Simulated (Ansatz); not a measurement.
Geometry relaxation of Ru (part 2 of 2)

Continued. System: Ru (Cmcm, 4 atoms in the cell). Method: DFT LDA, scalar-relativistic, plane waves, PAW, no spin polarisation (Ansatz 0.2.0); cutoff 420 eV, 9×6×15 k-mesh, Gaussian smearing of 0.1 eV. The structure derives from a Materials Project entry. It belongs to a series of runs on one base structure; here: film's bulk on the substrate's plane, third vector and atoms relaxed.

Geometry of the input (Å; fractional positions):
```
3.9622  0.0000  0.0000
0.0000  5.6034  0.0000
0.0000  1.4008  2.3406
Ru 0.2500  0.1667  0.3333
Ru 0.2500  0.6667  0.3333
Ru 0.7500  0.3333  0.6667
Ru 0.7500  0.8333  0.6667
```

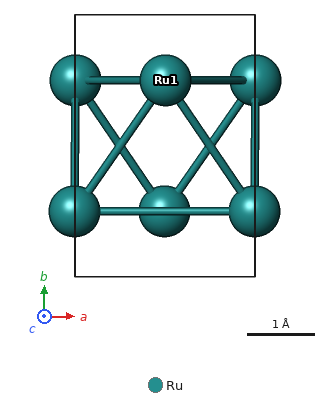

*The geometry at step 2 of the log (ball-and-stick view of the reduced cell, along the c axis; atoms are numbered from 1 in the order of the input).*

**Output, continued**
```
SCF iter   1: F=—  HF=-23032.703420 eV  |F-HF|=—  |Δ(HF+E_count)|=         —  Δρ=2.66e-5  dr2=1.62e-7  ethr=6.35e-10  ⟨swp⟩=3.0  Hψ=40404  notcnv=0
preconditioner: auto → Kerker (q_TF=auto, 2.825 Å⁻¹)  [metal: Δε(μ)=0.003 eV  Ē_g=5.641 eV  σ=0.100 eV  W_gap=0.02  n_scr=20 (ndim 8)  ℏωp=29.2 eV  f_vac=0.000  D(μ)=2.59/eV (n_scr^D=20)]
SCF iter   2: F=—  HF=-23032.703420 eV  |F-HF|=—  |Δ(HF+E_count)|=   2.79e-8  Δρ=1.53e-5  dr2=5.39e-8  ethr=2.54e-10  ⟨swp⟩=1.0  Hψ=8970  notcnv=0
iter 3 did not close the SCF: its close was put off for the readings that it lacked (scf_convergence_deferred on its scf_iter line)
SCF iter   3: F=-23032.703420 eV  HF=-23032.703420 eV  |F-HF|=3.57e-10  |Δ(HF+E_count)|=   1.11e-8  Δρ=1.74e-6  dr2=9.23e-10  ethr=8.42e-11  ⟨swp⟩=2.1  Hψ=11859  notcnv=0
iter 4 did not close the SCF: its close was put off for the readings that it lacked (scf_convergence_deferred on its scf_iter line)
SCF iter   4: F=-23032.703420 eV  HF=-23032.703420 eV  |F-HF|=3.64e-12  |Δ(HF+E_count)|=  2.18e-10  Δρ=3.01e-7  dr2=2.52e-11  ethr=1.44e-12  ⟨swp⟩=2.3  Hψ=13734  notcnv=0
iter 5 did not close the SCF: its close was put off for the readings that it lacked (scf_convergence_deferred on its scf_iter line)
SCF iter   5: F=-23032.703420 eV  HF=-23032.703420 eV  |F-HF|=0.00e0  |Δ(HF+E_count)|=    0.00e0  Δρ=5.85e-8  dr2=1.38e-12  ethr=1.00e-12  ⟨swp⟩=1.0  Hψ=8970  notcnv=0
iter 6 did not close the SCF: its close was put off for the readings that it lacked (scf_convergence_deferred on its scf_iter line)
SCF iter   6: F=-23032.703420 eV  HF=-23032.703420 eV  |F-HF|=7.28e-12  |Δ(HF+E_count)|=  7.28e-12  Δρ=1.59e-8  dr2=7.36e-14  ethr=1.00e-12  ⟨swp⟩=1.0  Hψ=8970  notcnv=0
SCF iter   7: F=-23032.703420 eV  HF=-23032.703420 eV  |F-HF|=1.09e-11  |Δ(HF+E_count)|=  1.09e-11  Δρ=4.24e-9  dr2=5.00e-15  ethr=1.00e-12  ⟨swp⟩=1.0  Hψ=18860  notcnv=0
SCF 4 converged in 7 iterations: F = -23032.703420 eV  dr2 = 5.00e-15
relax step   4: F+E_penalty+E_count = -23032.70341951 eV  Δ(F+E_penalty+E_count) = -4.605e-6 eV  max|allowed force component| = 4.493e-4 eV/Å  Δτ_max = 0.0001 Å  P = +8.012 GPa  Ω = 51.914 Å³  energy of the carried Pulay correction = +9.322e-6 eV  fix = [a, b, gamma]  reactions: a +36.315, b -12.294 GPa  (7 SCF iters, dr2 threshold 2.54e-8 eV, accepted)
Initial wavefunctions: pseudopotential atomic-orbital guess (no wavefunctions were taken with the density)
iter 1 solved again at ethr=3.37e-8 eV; its pass at ethr=3.10e-3 eV (dr2=2.16e-5 eV) is discarded
SCF iter   1: F=—  HF=-23032.703409 eV  |F-HF|=—  |Δ(HF+E_count)|=         —  Δρ=1.07e-6  dr2=1.62e-10  ethr=3.37e-8  ⟨swp⟩=3.5  Hψ=56540  notcnv=0
eigensolver tolerance schedule: the retry pair's looser diagonalisation over-reported the residual by 133256.86 of it (diagonalisation noise at an unbounded share of the residual, at the tolerance the schedule requests for it); recorded, not acted on — ethr = c·dr2/N_el stays at c = 1.0e-1
preconditioner: auto → Kerker (q_TF=auto, 2.825 Å⁻¹)  [metal: Δε(μ)=0.003 eV  Ē_g=5.641 eV  σ=0.100 eV  W_gap=0.01  n_scr=20 (ndim 8)  ℏωp=29.2 eV  f_vac=0.000  D(μ)=2.59/eV (n_scr^D=20)]
SCF iter   2: F=—  HF=-23032.703409 eV  |F-HF|=—  |Δ(HF+E_count)|=   4.49e-8  Δρ=5.76e-7  dr2=3.54e-11  ethr=1.00e-12  ⟨swp⟩=3.4  Hψ=23577  notcnv=0
iter 3 did not close the SCF: its close was put off for the readings that it lacked (scf_convergence_deferred on its scf_iter line)
SCF iter   3: F=-23032.703409 eV  HF=-23032.703409 eV  |F-HF|=1.09e-11  |Δ(HF+E_count)|=  1.09e-11  Δρ=3.37e-7  dr2=1.18e-11  ethr=1.00e-12  ⟨swp⟩=1.0  Hψ=8970  notcnv=0
iter 4 did not close the SCF: its close was put off for the readings that it lacked (scf_convergence_deferred on its scf_iter line)
SCF iter   4: F=-23032.703409 eV  HF=-23032.703409 eV  |F-HF|=7.28e-12  |Δ(HF+E_count)|=  1.09e-11  Δρ=1.56e-8  dr2=5.90e-14  ethr=1.00e-12  ⟨swp⟩=1.0  Hψ=8970  notcnv=0
iter 5 did not close the SCF: its close was put off for the readings that it lacked (scf_convergence_deferred on its scf_iter line)
SCF iter   5: F=-23032.703409 eV  HF=-23032.703409 eV  |F-HF|=3.64e-12  |Δ(HF+E_count)|=  3.64e-12  Δρ=4.23e-9  dr2=9.48e-15  ethr=1.00e-12  ⟨swp⟩=1.0  Hψ=8970  notcnv=0
iter 6 did not close the SCF: its close was put off for the readings that it lacked (scf_convergence_deferred on its scf_iter line)
SCF iter   6: F=-23032.703409 eV  HF=-23032.703409 eV  |F-HF|=7.28e-12  |Δ(HF+E_count)|=  3.64e-12  Δρ=1.50e-9  dr2=6.73e-16  ethr=1.00e-12  ⟨swp⟩=1.0  Hψ=8970  notcnv=0
SCF iter   7: F=-23032.703409 eV  HF=-23032.703409 eV  |F-HF|=7.28e-12  |Δ(HF+E_count)|=  3.64e-12  Δρ=8.53e-10  dr2=3.14e-16  ethr=1.00e-12  ⟨swp⟩=1.1  Hψ=18877  notcnv=0
SCF 5 converged in 7 iterations: F = -23032.703409 eV  dr2 = 3.14e-16
relax step   5: F+E_penalty+E_count = -23032.70340920 eV  Δ(F+E_penalty+E_count) = +1.030e-5 eV  max|allowed force component| = 4.501e-4 eV/Å  Δτ_max = 0.0000 Å  P = +8.012 GPa  Ω = 51.914 Å³  fix = [a, b, gamma]  reactions: a +36.314, b -12.295 GPa  stress off target by 1.65e-2 GPa on what of the cell is left free  SCF on the basis re-selected at this cell (its energy is not comparable with the rows above)  (7 SCF iters)
basis re-selected at this cell: Δ(F+E_penalty+E_count) = +1.030e-5 eV, ΔP = -0.000 GPa vs the last step (what re-selecting the basis moved, of the pressure what is left beyond the Pulay correction that the steps carried, after the strain that the cell walked since its last selection, with what the two solves' SCF thresholds leave and, on support functions, any second-order correction that the steps lacked; it is no measure of the basis error at this ecutwfc). This SCF's stress stands 1.65e-2 GPa from its target on what of the cell is left free (relax.cell.stress_tol is 1.00e-1 GPa) and its largest allowed force component is 4.50e-4 eV/Å (relax.f_tol is 1.00e-2 eV/Å): within both
SCF converged after 7 iterations
Free energy (F): -23032.703409 eV
Harris-Foulkes:  -23032.703409 eV  (|F-HF|=7.28e-12)
Internal energy: -23032.690471 eV  (E = F + TS)
E sigma→0 (E₀):  -23032.696940 eV
Entropy (-TS):   -0.012939 eV (-3.235 meV/atom)
Fermi energy:    24.567636 eV
--- Per-component energies (eV) ---
  E_band       = -153.228195
  E_kinetic    = 2067.316442
  E_local      = -4898.077056  (includes V_loc(G=0)·N_el)
  E_nonlocal   = 1394.890961
  E_hartree    = 1571.429824
  E_xc         = -761.747607
  E_vxc        = -960.337416  (∫ρ·V_xc dr)
  E_paw        = -13366.050621  (= ΣΔE_a)
  E_vpaw       = -899.879937  (= ΣTr[D̂ρ^β])
  E_aug_tail   = -0.000837  (compensation charges beyond the density's cutoff)
  E_ewald      = -9042.738317
  E_core_change = 2.286740  (= ΣΔE_core)
  E_smearing   = -0.012939  (= −TS)
  E_closure    = 0.000000  (closes the sum)
  Σ components = -23032.703409   (vs F -23032.703409, Δ=0.00e0)
--- Forces (eV/Å), atoms counted from 1 ---
  atom   1  Ru     0.00000000    -0.00008220     0.00045011
  atom   2  Ru     0.00000000    -0.00008220     0.00045011
  atom   3  Ru    -0.00000000     0.00008220    -0.00045011
  atom   4  Ru    -0.00000000     0.00008220    -0.00045011
  max |Σ_I F_I| component: 0.00e0 eV/Å
--- Stress (GPa, compression-positive) ---
       36.314351       0.000000      -0.000000
        0.000000     -12.294928      -0.001142
       -0.000000      -0.001142       0.016410
  P = ⅓ Tr σ = 8.0119 GPa (80.119 kbar)
--- Band table (eV; the first three rows and the last of 230) ---
  k-point 0: bands = ["-48.5590", "-48.3607", "-48.2425", "-48.2123", "-19.3274", "-18.8621", "-18.7406", "-18.5683", "-18.4262", "-18.2471", "-18.2070", "-18.1965", "-17.9516", "-17.9278", "-17.8923", "-17.7481", "16.2522", "17.7845", "17.8929", "18.8704", "18.9486", "20.7581", "21.2696", "21.9702", "22.1851", "22.2451", "22.3535", "22.4250", "22.7787", "22.8895", "22.9648", "23.3688", "25.4001", "25.8026", "25.8561", "26.1416", "27.0765", "27.0943", "28.5106"]
  k-point 1: bands = ["-48.5514", "-48.3609", "-48.2423", "-48.2115", "-19.3085", "-18.8477", "-18.7417", "-18.5485", "-18.4418", "-18.2606", "-18.2262", "-18.2059", "-17.9722", "-17.9303", "-17.9241", "-17.7605", "16.4206", "17.8992", "18.0293", "18.8493", "19.0279", "20.8358", "21.4098", "21.6631", "21.9699", "22.0715", "22.3002", "22.4782", "22.7751", "22.8244", "23.1492", "23.3499", "24.9461", "25.5006", "25.8964", "26.0484", "27.0470", "28.1242", "28.2460"]
  k-point 2: bands = ["-48.5294", "-48.3615", "-48.2419", "-48.2096", "-19.2531", "-18.8077", "-18.7442", "-18.5126", "-18.4671", "-18.3113", "-18.2972", "-18.2032", "-18.0276", "-18.0128", "-17.9380", "-17.7972", "16.8987", "18.1994", "18.4212", "18.8036", "19.2256", "21.0328", "21.1135", "21.3000", "21.7804", "21.8216", "21.8571", "22.6450", "22.6539", "22.8426", "23.3068", "23.5724", "24.0074", "25.6738", "25.7325", "26.1263", "26.9783", "27.7015", "29.9822"]
  k-point 229: bands = ["-48.3123", "-48.2974", "-48.2882", "-48.2820", "-19.0363", "-19.0253", "-19.0001", "-18.9693", "-18.4961", "-18.4134", "-18.4017", "-18.3301", "-18.0376", "-18.0077", "-17.9663", "-17.9586", "18.9133", "18.9978", "19.0058", "19.1744", "20.3809", "20.5363", "20.7000", "21.0770", "21.3860", "21.4843", "21.9303", "22.0018", "22.6153", "22.9604", "23.1367", "23.3219", "25.8381", "26.0581", "26.2194", "26.4176", "28.6678", "29.5340", "30.2555"]
--- Relaxed structure (4 steps of the walk, 4 accepted, 1 SCFs on fresh bases) ---
  F+E_penalty+E_count = -23032.70340920 eV   max|allowed force component| = 4.501e-4 eV/Å   (the final SCF, on the basis selected at the relaxed cell)
  cell:  # Å, volume = 51.9143 Å³
    - [3.9621891213, 0.0, 0.0]
    - [0.0, 5.60338147526926, 0.0011437542208345365]
    - [0.0, 1.4013231304525335, 2.338593033491394]
  atoms:
    - { symbol: Ru, position: [0.25, 0.16575511174729407, 0.3364385049135181] }
    - { symbol: Ru, position: [0.25, 0.665755111747294, 0.3364385049135181] }
    - { symbol: Ru, position: [0.75, 0.33424488825270593, 0.6635614950864817] }
    - { symbol: Ru, position: [0.75, 0.8342448882527058, 0.6635614950864815] }
```

**Trajectory as extended XYZ (Å, eV, eV/Å), 5 frames, from step=1 to step=5**
```
4
Lattice="3.9622 0.0000 0.0000 0.0000 5.6034 0.0000 0.0000 1.4008 2.3406" Properties=species:S:1:pos:R:3:forces:R:3 step=1 energy=-23032.70116 pressure_GPa=7.71
Ru    0.9905    1.4008    0.7802    0.0000  -0.0183   0.1500
Ru    0.9905    4.2025    0.7802    0.0000  -0.0183   0.1500
Ru    2.9716    2.8017    1.5604    0.0000   0.0183  -0.1500
Ru    2.9716    5.6034    1.5604    0.0000   0.0183  -0.1500
4
Lattice="3.9622 0.0000 0.0000 0.0000 5.6034 0.0011 0.0000 1.4013 2.3355" Properties=species:S:1:pos:R:3:forces:R:3 step=2 energy=-23032.70304 pressure_GPa=8.49
Ru    0.9905    1.3999    0.7885    0.0000   0.0064  -0.0482
Ru    0.9905    4.2016    0.7890    0.0000   0.0064  -0.0482
Ru    2.9716    2.8030    1.5475    0.0000  -0.0064   0.0482
Ru    2.9716    5.6047    1.5481    0.0000  -0.0064   0.0482
4
Lattice="3.9622 0.0000 0.0000 0.0000 5.6034 0.0012 0.0000 1.4014 2.3391" Properties=species:S:1:pos:R:3:forces:R:3 step=3 energy=-23032.70341 pressure_GPa=7.94
Ru    0.9905    1.4003    0.7872    0.0000   0.0001  -0.0019
Ru    0.9905    4.2019    0.7878    0.0000   0.0001  -0.0019
Ru    2.9716    2.8028    1.5524    0.0000  -0.0001   0.0019
Ru    2.9716    5.6045    1.5530    0.0000  -0.0001   0.0019
4
Lattice="3.9622 0.0000 0.0000 0.0000 5.6034 0.0011 0.0000 1.4013 2.3386" Properties=species:S:1:pos:R:3:forces:R:3 step=4 energy=-23032.70342 pressure_GPa=8.01
Ru    0.9905    1.4002    0.7870    0.0000  -0.0001   0.0004
Ru    0.9905    4.2019    0.7876    0.0000  -0.0001   0.0004
Ru    2.9716    2.8028    1.5522    0.0000   0.0001  -0.0004
Ru    2.9716    5.6045    1.5528    0.0000   0.0001  -0.0004
4
Lattice="3.9622 0.0000 0.0000 0.0000 5.6034 0.0011 0.0000 1.4013 2.3386" Properties=species:S:1:pos:R:3:forces:R:3 step=5 energy=-23032.70341 pressure_GPa=8.01
Ru    0.9905    1.4002    0.7870    0.0000  -0.0001   0.0004
Ru    0.9905    4.2019    0.7876    0.0000  -0.0001   0.0004
Ru    2.9716    2.8028    1.5522    0.0000   0.0001  -0.0004
Ru    2.9716    5.6045    1.5528    0.0000   0.0001  -0.0004
```

**Summary**

```csv
quantity,value
outcome,converged
space group (tolerance 0.01 Å),Cmcm (63)
electrons treated,64
free energy,−23032.7034 eV
Fermi energy,24.568 eV
gap on the k-point mesh,none (metallic)
pressure,8.01 GPa
final volume,51.91 Å³
largest force (length of the vector) at the end,under 0.001 eV/Å
final cell,"a = 3.962 Å, b = 5.603 Å, c = 2.726 Å, α = 59.06°, β = 90.00°, γ = 90.00°"
hardware,"4 threads of Intel Xeon (Granite Rapids), 192 GiB of memory available, shared host"
wall time,14 s (CPU time 53 s)
peak memory,0.65 GiB
```
